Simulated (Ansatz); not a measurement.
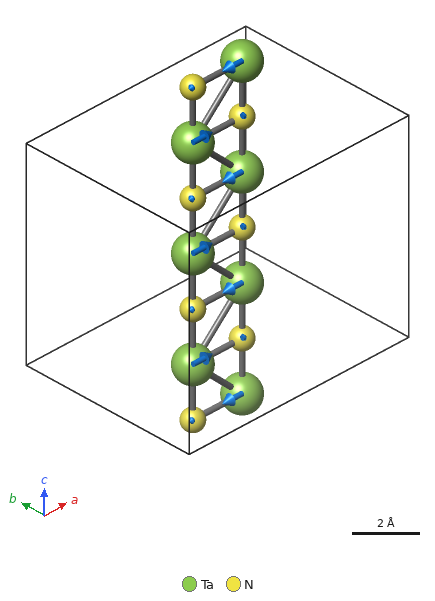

A relaxation of a wire of composition TaN. The starting structure is drawn; blue arrows show the displacements (the part carried along by the change of the cell is left out), magnified 5 times.

The picture is a ball-and-stick view of the 2 repeat of the cell, with the vacuum cut short, seen from a free direction.

Case: ladder chain of atoms.

Level of theory: DFT PBE, scalar-relativistic, plane waves, PAW (Ansatz 0.2.0). Set-up: plane-wave cutoff 420 eV; k-point mesh 1 × 1 × 16; occupations gaussian; smearing width 0.05 eV; collinear spin; cell relaxed at fixed a, b, alpha, beta, gamma; force threshold 0.01 eV/Å; at most 45 steps.

Q: Which element moves most?

A: Tantalum: up to 0.17 Å, against 0.03 Å for nitrogen.

Q: What did the optimiser do to the structure, and how much energy did it gain?

A: The largest moves relative to the layer's centre, 0.17 Å, are those of Ta atoms. By element the largest moves are Ta 0.17 Å, N 0.03 Å. Along the periodic axis the drawn cell goes c 7.951 → 8.170 Å (+2.7 %). Near-neighbour distances that change, for instance: Ta–Ta 2.882 → 2.688 Å, N–Ta 2.087 → 1.952 Å, N–Ta 1.988 → 2.053 Å. Among the angles between lasting bonds that change: Ta–Ta–Ta 87.2° → 98.9°, N–Ta–Ta 133.6° → 145.2°, N–Ta–N 180.0° → 168.6°. After 6 accepted moves (8 points after the start) the energy has fallen by 0.736 eV per cell of the calculation. Largest force component: 3 eV/Å at the start, 0.00066 eV/Å at the end. At 2 points the geometry stayed and the basis and grid were re-selected for the new cell (energy shift of 4.5 meV per cell of the calculation at most each time). The program noted that the starting moments weren't kept.

Limits of the set-up: the k-point mesh is coarse for a cell with partly filled bands.
